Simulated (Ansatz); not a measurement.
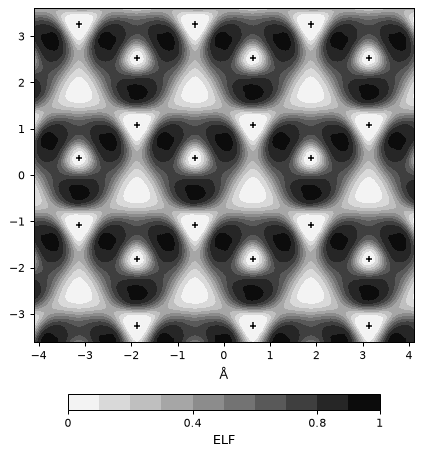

The electron localisation function on a plane through atoms (crosses mark nuclei in the plane).

Computed with Ansatz, DFT PBEsol, scalar-relativistic, plane waves, PAW.

Candidates:
A. ZnS, a = 5.24 Å, b = 5.24 Å, c = 5.24 Å, α = 90.00°, β = 90.00°, γ = 90.00°. Space group F-43m; computed pressure about 6 GPa in this cell.
B. BN, a = 2.50 Å, b = 2.50 Å, c = 10.44 Å, α = 90.00°, β = 90.00°, γ = 120.00°. Space group R3m; a structure from a database of computed crystals, not necessarily the ambient phase.

Which candidate gave the map?

Answer. Candidate B: BN on the (001) plane of the conventional cell, which holds B and N. B–N (1.45 Å): the ELF peaks at about 0.95 between the atoms, as expected for a polar covalent bond.
